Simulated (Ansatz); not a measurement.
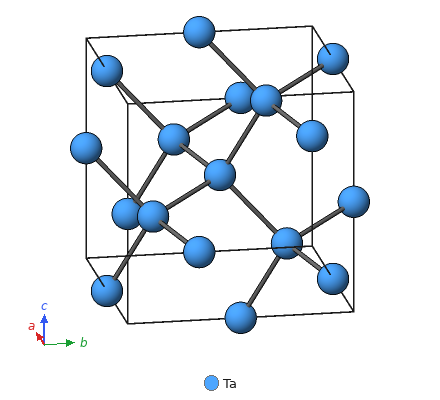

The structure; the drawing may span several cells.

Structure (in its standard cell), the end point of a relaxation with DFT, revPBE, plane waves (420 eV) with PAW, scalar-relativistic (Ansatz 0.2.0); the starting structure was generated, so it need not be a known form of this composition:

```cif
data_structure
_symmetry_space_group_name_H-M 'P 1'
_symmetry_Int_Tables_number 1
_cell_length_a 6.1450
_cell_length_b 6.1450
_cell_length_c 6.1450
_cell_angle_alpha 90.000
_cell_angle_beta 90.000
_cell_angle_gamma 90.000
_cell_volume 232.05
loop_
_atom_site_label
_atom_site_type_symbol
_atom_site_fract_x
_atom_site_fract_y
_atom_site_fract_z
_atom_site_occupancy
Ta1 Ta 0.75000 0.75000 0.75000 1
Ta2 Ta 0.00000 0.50000 0.00000 1
Ta3 Ta 0.75000 0.25000 0.25000 1
Ta4 Ta 0.00000 0.00000 0.50000 1
Ta5 Ta 0.25000 0.75000 0.25000 1
Ta6 Ta 0.50000 0.50000 0.50000 1
Ta7 Ta 0.25000 0.25000 0.75000 1
Ta8 Ta 0.50000 0.00000 0.00000 1
```

### What does the kinematic electron diffraction pattern along [001] look like at 200 kV (B = 0.5 Å²)?

The spots form a square net with both shortest vectors at d = 2.17 Å, 90.0° apart. They are 2 -2 0 and 2 2 0. The pattern has symmetry 4mm. The lattice centring (F) removes all reflections that break h + k = 2n, h + l = 2n; a glide plane extinguishes reflections such as 2 -4 0, 2 4 0, 4 -2 0; a screw axis and a glide plane both extinguish reflections such as 0 2 0, 2 0 0, 0 6 0.

Strongest reflections with d > 0.80 Å, one of each family (|F|² from tabulated Gaussian fits of the electron scattering factors, times a small damping for the curvature of the Ewald sphere):

```csv
hkl,d (Å),I (strongest = 100)
2 2 0,2.173,100
4 0 0,1.536,52
4 4 0,1.086,23
6 2 0,0.972,17
```

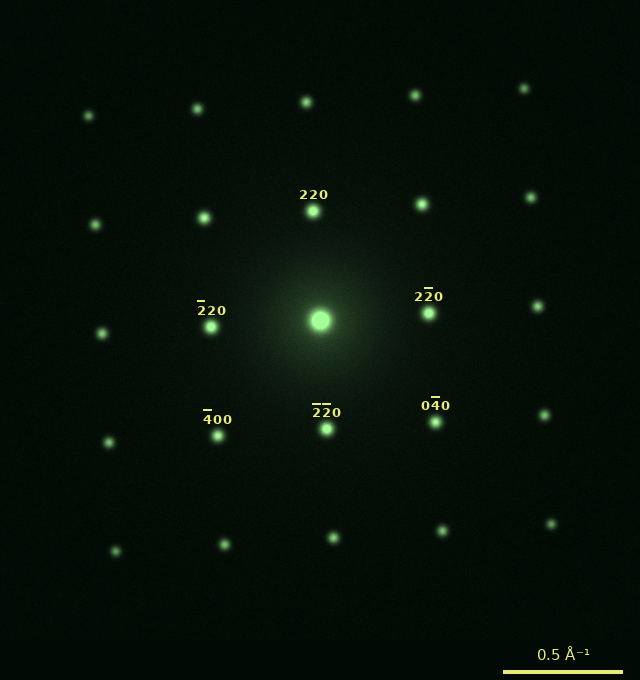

Calculated pattern, seen from the source side with [001] pointing towards the source.
